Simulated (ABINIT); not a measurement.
# G0W0 calculation, with input and output: SiO2 (part 2 of 3)

Continued. System: SiO2 (P4₂/mnm, 6 atoms in the cell). Method: Kohn-Sham DFT of a periodic cell, PBE, PseudoDojo NC SR PBE v0.4.1 standard, G0W0, no spin polarisation (ABINIT 10.8.3); cutoff 952.4 eV, 4×4×4 k-mesh, fixed occupations. The structure derives from a Materials Project entry.

Geometry of the input (Å; fractional positions):
```
4.2332  0.0000  0.0000
0.0000  4.2332  0.0000
0.0000  0.0000  2.6935
Si 0.0000  0.0000  0.0000
Si 0.5000  0.5000  0.5000
O  0.8068  0.1932  0.5000
O  0.3068  0.3068  0.0000
O  0.1932  0.8068  0.5000
O  0.6932  0.6932  0.0000
```

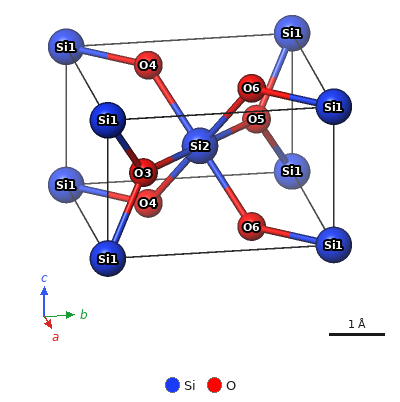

*The input geometry (ball-and-stick view of the cell of the calculation, seen at an oblique angle; atoms are numbered from 1 in the order of the input). An atom can appear more than once, as a periodic image.*

Log, continued:
```
--- !ResultsGS
iteration_state: {dtset: 1, }
comment   : Summary of ground state results
lattice_vectors:
- [  7.9995300,   0.0000000,   0.0000000, ]
- [  0.0000000,   7.9995300,   0.0000000, ]
- [  0.0000000,   0.0000000,   5.0899679, ]
lattice_lengths: [   7.99953,    7.99953,    5.08997, ]
lattice_angles: [ 90.000,  90.000,  90.000, ] # degrees, (23, 13, 12)
lattice_volume:   3.2571967E+02
convergence: {deltae: -2.728E-12, res2:  9.243E-13, residm:  1.285E-11, diffor: null, }
etotal    :  -7.48651653E+01
entropy   :   0.00000000E+00
fermie    :   2.34048941E-01
cartesian_stress_tensor: # hartree/bohr^3
- [  1.11257425E-04,   0.00000000E+00,   0.00000000E+00, ]
- [  0.00000000E+00,   1.11257425E-04,   0.00000000E+00, ]
- [  0.00000000E+00,   0.00000000E+00,   1.05989605E-04, ]
pressure_GPa:  -3.2216E+00
xred      :
- [  0.0000E+00,   0.0000E+00,   0.0000E+00, Si]
- [  5.0000E-01,   5.0000E-01,   5.0000E-01, Si]
- [  8.0684E-01,   1.9316E-01,   5.0000E-01,  O]
- [  3.0684E-01,   3.0684E-01,   0.0000E+00,  O]
- [  1.9316E-01,   8.0684E-01,   5.0000E-01,  O]
- [  6.9316E-01,   6.9316E-01,   0.0000E+00,  O]
cartesian_forces: # hartree/bohr
- [ -0.00000000E+00,  -0.00000000E+00,  -0.00000000E+00, ]
- [ -0.00000000E+00,  -0.00000000E+00,  -0.00000000E+00, ]
- [  3.91013914E-04,  -3.91013914E-04,  -0.00000000E+00, ]
- [  3.91013914E-04,   3.91013914E-04,  -0.00000000E+00, ]
- [ -3.91013914E-04,   3.91013914E-04,  -0.00000000E+00, ]
- [ -3.91013914E-04,  -3.91013914E-04,  -0.00000000E+00, ]
force_length_stats: {min:   0.00000000E+00, max:   5.52977181E-04, mean:   3.68651454E-04, }
...

 Integrated electronic density in atomic spheres:
 ------------------------------------------------
 Atom  Sphere_radius  Integrated_density
    1        2.00000          1.97563307
    2        2.00000          1.97271194
    3        2.00000          6.53774700
    4        2.00000          6.53358289
    5        2.00000          6.53774700
    6        2.00000          6.53358289
================================================================================

 ----iterations are completed or convergence reached----

 Mean square residual over all n,k,spin=   45.759E-15; max=  12.847E-12
 reduced coordinates (array xred) for    6 atoms
       0.000000000000      0.000000000000      0.000000000000
       0.500000000000      0.500000000000      0.500000000000
       0.806839000000      0.193161000000      0.500000000000
       0.306839000000      0.306839000000      0.000000000000
       0.193161000000      0.806839000000      0.500000000000
       0.693161000000      0.693161000000      0.000000000000
 rms dE/dt=  2.0853E-03; max dE/dt=  3.1279E-03; dE/dt below (all hartree)
    1       0.000000000000      0.000000000000      0.000000000000
    2       0.000000000000      0.000000000000      0.000000000000
    3      -0.003127927558      0.003127927558      0.000000000000
    4      -0.003127927558     -0.003127927558      0.000000000000
    5       0.003127927558     -0.003127927558      0.000000000000
    6       0.003127927558      0.003127927558      0.000000000000

 cartesian coordinates (angstrom) at end:
    1      0.00000000000000     0.00000000000000     0.00000000000000
    2      2.11658449857574     2.11658449857574     1.34674749907342
    3      3.41548584049270     0.81768315665878     1.34674749907342
    4      1.29890134191696     1.29890134191696     0.00000000000000
    5      0.81768315665878     3.41548584049270     1.34674749907342
    6      2.93426765523452     2.93426765523452     0.00000000000000

 cartesian forces (hartree/bohr) at end:
    1     -0.00000000000000    -0.00000000000000    -0.00000000000000
    2     -0.00000000000000    -0.00000000000000    -0.00000000000000
    3      0.00039101391442    -0.00039101391442    -0.00000000000000
    4      0.00039101391442     0.00039101391442    -0.00000000000000
    5     -0.00039101391442     0.00039101391442    -0.00000000000000
    6     -0.00039101391442    -0.00039101391442    -0.00000000000000
 frms,max,avg= 2.6067594E-04 3.9101391E-04   0.000E+00  0.000E+00  0.000E+00 h/b

 cartesian forces (eV/Angstrom) at end:
    1     -0.00000000000000    -0.00000000000000    -0.00000000000000
    2     -0.00000000000000    -0.00000000000000    -0.00000000000000
    3      0.02010674390521    -0.02010674390521    -0.00000000000000
    4      0.02010674390521     0.02010674390521    -0.00000000000000
    5     -0.02010674390521     0.02010674390521    -0.00000000000000
    6     -0.02010674390521    -0.02010674390521    -0.00000000000000
 frms,max,avg= 1.3404496E-02 2.0106744E-02   0.000E+00  0.000E+00  0.000E+00 e/A
 length scales=  1.000000000000  1.000000000000  1.000000000000 bohr
              =  0.529177210544  0.529177210544  0.529177210544 angstroms
 Fermi (or HOMO) energy (hartree) =   0.23405   Average Vxc (hartree)=  -0.44171
 Eigenvalues (hartree) for nkpt=  18  k points:
 kpt#   1, nband= 16, wtk=  0.01563, kpt=  0.0000  0.0000  0.0000 (reduced coord)
  -0.57928   -0.45199   -0.45199   -0.44573   -0.15500    0.00598    0.00598    0.01714
   0.04257    0.05195    0.12244    0.12244    0.14207    0.20271    0.20271    0.23405
 prteigrs : prtvol=0 or 1, do not print more k-points.

--- !EnergyTerms
iteration_state     : {dtset: 1, }
comment             : Components of total free energy in Hartree
kinetic             :  4.89791953876516E+01
hartree             :  1.60075891846326E+01
xc                  : -2.02911139994278E+01
Ewald energy        : -6.31235862504381E+01
psp_core            :  4.27049454425889E+00
local_psp           : -5.08274877098594E+01
non_local_psp       : -9.88025642334534E+00
total_energy        : -7.48651652665276E+01
total_energy_eV     : -2.03718492843668E+03
band_energy         : -2.29856846527306E+00
...

 Cartesian components of stress tensor (hartree/bohr^3)
  sigma(1 1)=  1.11257425E-04  sigma(3 2)=  0.00000000E+00
  sigma(2 2)=  1.11257425E-04  sigma(3 1)=  0.00000000E+00
  sigma(3 3)=  1.05989605E-04  sigma(2 1)=  0.00000000E+00

-Cartesian components of stress tensor (GPa)         [Pressure= -3.2216E+00 GPa]
- sigma(1 1)=  3.27330645E+00  sigma(3 2)=  0.00000000E+00
- sigma(2 2)=  3.27330645E+00  sigma(3 1)=  0.00000000E+00
- sigma(3 3)=  3.11832183E+00  sigma(2 1)=  0.00000000E+00

================================================================================
== DATASET  2 ==================================================================

--- !DatasetInfo
iteration_state: {dtset: 2, }
dimensions: {natom: 6, nkpt: 18, mband: 126, nsppol: 1, nspinor: 1, nspden: 1, mpw: 3240, }
cutoff_energies: {ecut:  35.0, pawecutdg:  -1.0, }
electrons: {nelect:   3.20000000E+01, charge:   0.00000000E+00, occopt:   1.00000000E+00, tsmear:   1.00000000E-02, }
meta: {optdriver: 0, ionmov: 0, optcell: 0, iscf: -2, paral_kgb: 0, }
...

 mkfilename : getden/=0, take file _DEN from output of DATASET   1.

 Exchange-correlation functional for the present dataset will be:
  GGA: Perdew-Burke-Ernzerhof functional - ixc=11
  J.P.Perdew, K.Burke, M.Ernzerhof, PRL 77, 3865 (1996)

 Real(R)+Recip(G) space primitive vectors, cartesian coordinates (Bohr,Bohr^-1):
 R(1)=  7.9995300  0.0000000  0.0000000  G(1)=  0.1250073  0.0000000  0.0000000
 R(2)=  0.0000000  7.9995300  0.0000000  G(2)=  0.0000000  0.1250073  0.0000000
 R(3)=  0.0000000  0.0000000  5.0899679  G(3)=  0.0000000  0.0000000  0.1964649
 Unit cell volume ucvol=  3.2571967E+02 bohr^3
 Angles (23,13,12)=  9.00000000E+01  9.00000000E+01  9.00000000E+01 degrees

 getcut: wavevector=  0.0000  0.0000  0.0000  ngfft=  45  45  30
         ecut(hartree)=     35.000   => boxcut(ratio)=   2.06533
--------------------------------------------------------------------------------

================================================================================
 Non-SCF case, kpt    1 (  0.00000  0.00000  0.00000), residuals and eigenvalues=
  8.43E-14  1.33E-13  1.56E-13  1.08E-13  1.61E-13  8.16E-13  3.19E-13  2.78E-13
  4.29E-13  5.18E-13  4.67E-13  2.00E-13  1.96E-13  3.21E-13  2.00E-13  1.61E-13
  1.46E-13  7.86E-14  1.26E-13  9.25E-14  1.07E-13  7.32E-13  1.38E-13  1.74E-13
  9.62E-14  4.56E-13  4.58E-13  8.46E-14  1.41E-13  6.93E-14  2.01E-13  2.52E-13
  1.24E-13  1.90E-13  7.96E-13  1.68E-13  1.89E-13  2.20E-13  8.83E-13  1.72E-13
  1.23E-13  3.52E-13  3.33E-13  1.31E-13  4.45E-13  3.59E-13  9.39E-13  5.05E-13
  5.07E-13  5.41E-13  4.96E-13  2.25E-13  5.14E-13  1.77E-13  6.00E-13  4.95E-13
  8.80E-13  6.94E-13  5.17E-13  8.57E-13  5.30E-13  1.08E-13  6.94E-13  3.38E-13
  2.81E-13  8.26E-13  8.68E-14  7.39E-13  1.19E-13  5.05E-13  5.39E-13  3.82E-13
  3.88E-13  2.23E-13  2.18E-13  2.01E-13  7.66E-13  6.53E-13  4.31E-13  1.73E-13
  2.40E-13  1.27E-13  3.80E-13  7.50E-13  2.78E-13  4.78E-13  5.78E-13  5.96E-13
  5.22E-13  6.31E-13  2.92E-13  4.37E-13  1.95E-13  1.88E-13  2.32E-13  5.92E-13
  4.40E-13  9.53E-13  4.69E-13  5.77E-13  4.84E-13  8.56E-13  8.11E-13  4.20E-13
  9.19E-13  4.86E-13  5.39E-13  7.54E-13  7.42E-13  6.56E-13  4.71E-13  5.16E-13
  6.84E-13  8.65E-13  5.19E-13  6.10E-13  6.58E-13  9.61E-13  2.11E-12  8.43E-13
  1.49E-11  1.31E-10  1.59E-10  4.03E-10  1.30E-07  2.59E-03
 -5.7928E-01 -4.5199E-01 -4.5199E-01 -4.4573E-01 -1.5500E-01  5.9820E-03
  5.9825E-03  1.7139E-02  4.2566E-02  5.1948E-02  1.2244E-01  1.2244E-01
  1.4207E-01  2.0271E-01  2.0271E-01  2.3405E-01  4.2054E-01  4.7733E-01
  5.4026E-01  5.4026E-01  6.4258E-01  6.5724E-01  7.3913E-01  7.3913E-01
  7.9644E-01  8.0258E-01  8.3856E-01  8.6788E-01  8.7435E-01  8.8926E-01
  8.8926E-01  1.0155E+00  1.0309E+00  1.1093E+00  1.1093E+00  1.1892E+00
  1.1892E+00  1.2139E+00  1.2370E+00  1.2551E+00  1.2720E+00  1.2720E+00
  1.2960E+00  1.3814E+00  1.3814E+00  1.3985E+00  1.4411E+00  1.6020E+00
  1.6272E+00  1.6272E+00  1.6692E+00  1.7111E+00  1.7111E+00  1.7764E+00
  1.8068E+00  1.8072E+00  1.8151E+00  1.8367E+00  1.8367E+00  1.8726E+00
  1.8726E+00  1.9063E+00  2.0640E+00  2.0640E+00  2.0759E+00  2.1211E+00
  2.1332E+00  2.1566E+00  2.1939E+00  2.2416E+00  2.2416E+00  2.2523E+00
  2.2778E+00  2.3195E+00  2.3195E+00  2.3338E+00  2.3439E+00  2.3918E+00
  2.3918E+00  2.5249E+00  2.5250E+00  2.5656E+00  2.5975E+00  2.6344E+00
  2.6344E+00  2.6788E+00  2.7073E+00  2.7242E+00  2.7242E+00  2.7776E+00
  2.7827E+00  2.7827E+00  2.8489E+00  2.8489E+00  2.8786E+00  2.9137E+00
  2.9406E+00  2.9406E+00  2.9495E+00  2.9695E+00  2.9795E+00  2.9795E+00
  3.0496E+00  3.0733E+00  3.0851E+00  3.1182E+00  3.1500E+00  3.1500E+00
  3.1643E+00  3.1840E+00  3.1840E+00  3.2010E+00  3.2629E+00  3.2736E+00
  3.2829E+00  3.3006E+00  3.3041E+00  3.3041E+00  3.3061E+00  3.3061E+00
  3.3394E+00  3.3394E+00  3.3616E+00  3.3940E+00  3.3940E+00  3.4644E+00
 prteigrs : prtvol=0 or 1, do not print more k-points.

--- !ResultsGS
iteration_state: {dtset: 2, }
comment   : Summary of ground state results
lattice_vectors:
- [  7.9995300,   0.0000000,   0.0000000, ]
- [  0.0000000,   7.9995300,   0.0000000, ]
- [  0.0000000,   0.0000000,   5.0899679, ]
lattice_lengths: [   7.99953,    7.99953,    5.08997, ]
lattice_angles: [ 90.000,  90.000,  90.000, ] # degrees, (23, 13, 12)
lattice_volume:   3.2571967E+02
convergence: {deltae:  0.000E+00, res2:  0.000E+00, residm:  9.943E-13, diffor:  0.000E+00, }
etotal    :  -7.48651653E+01
entropy   :   0.00000000E+00
fermie    :   2.34048941E-01
cartesian_stress_tensor: null
pressure_GPa: null
xred      :
- [  0.0000E+00,   0.0000E+00,   0.0000E+00, Si]
- [  5.0000E-01,   5.0000E-01,   5.0000E-01, Si]
- [  8.0684E-01,   1.9316E-01,   5.0000E-01,  O]
- [  3.0684E-01,   3.0684E-01,   0.0000E+00,  O]
- [  1.9316E-01,   8.0684E-01,   5.0000E-01,  O]
- [  6.9316E-01,   6.9316E-01,   0.0000E+00,  O]
cartesian_forces: null
force_length_stats: {min: null, max: null, mean: null, }
...

 Integrated electronic density in atomic spheres:
 ------------------------------------------------
 Atom  Sphere_radius  Integrated_density
    1        2.00000          1.97563307
    2        2.00000          1.97271194
    3        2.00000          6.53774700
    4        2.00000          6.53358289
    5        2.00000          6.53774700
    6        2.00000          6.53358289
================================================================================

 ----iterations are completed or convergence reached----

 Mean square residual over all n,k,spin=   39.877E-14; max=  99.429E-14
 reduced coordinates (array xred) for    6 atoms
       0.000000000000      0.000000000000      0.000000000000
       0.500000000000      0.500000000000      0.500000000000
       0.806839000000      0.193161000000      0.500000000000
       0.306839000000      0.306839000000      0.000000000000
       0.193161000000      0.806839000000      0.500000000000
       0.693161000000      0.693161000000      0.000000000000

 cartesian coordinates (angstrom) at end:
    1      0.00000000000000     0.00000000000000     0.00000000000000
    2      2.11658449857574     2.11658449857574     1.34674749907342
    3      3.41548584049270     0.81768315665878     1.34674749907342
    4      1.29890134191696     1.29890134191696     0.00000000000000
    5      0.81768315665878     3.41548584049270     1.34674749907342
    6      2.93426765523452     2.93426765523452     0.00000000000000
 length scales=  1.000000000000  1.000000000000  1.000000000000 bohr
              =  0.529177210544  0.529177210544  0.529177210544 angstroms
 Eigenvalues (hartree) for nkpt=  18  k points:
 kpt#   1, nband=126, wtk=  0.01563, kpt=  0.0000  0.0000  0.0000 (reduced coord)
  -0.57928   -0.45199   -0.45199   -0.44573   -0.15500    0.00598    0.00598    0.01714
   0.04257    0.05195    0.12244    0.12244    0.14207    0.20271    0.20271    0.23405
   0.42054    0.47733    0.54026    0.54026    0.64258    0.65724    0.73913    0.73913
   0.79644    0.80258    0.83856    0.86788    0.87435    0.88926    0.88926    1.01547
   1.03092    1.10929    1.10929    1.18917    1.18917    1.21390    1.23700    1.25515
   1.27196    1.27196    1.29598    1.38145    1.38145    1.39850    1.44108    1.60204
   1.62718    1.62718    1.66921    1.71110    1.71111    1.77637    1.80683    1.80725
   1.81506    1.83672    1.83672    1.87256    1.87256    1.90626    2.06404    2.06404
   2.07593    2.12111    2.13324    2.15661    2.19390    2.24158    2.24158    2.25230
   2.27783    2.31951    2.31951    2.33382    2.34390    2.39178    2.39179    2.52488
   2.52498    2.56560    2.59750    2.63438    2.63438    2.67875    2.70726    2.72422
   2.72422    2.77761    2.78273    2.78273    2.84890    2.84890    2.87861    2.91375
   2.94063    2.94063    2.94951    2.96951    2.97953    2.97953    3.04962    3.07327
   3.08507    3.11822    3.15004    3.15004    3.16433    3.18397    3.18397    3.20100
   3.26288    3.27360    3.28286    3.30062    3.30410    3.30410    3.30607    3.30607
   3.33939    3.33939    3.36163    3.39396    3.39396    3.46441
 prteigrs : prtvol=0 or 1, do not print more k-points.

================================================================================
== DATASET  3 ==================================================================
```
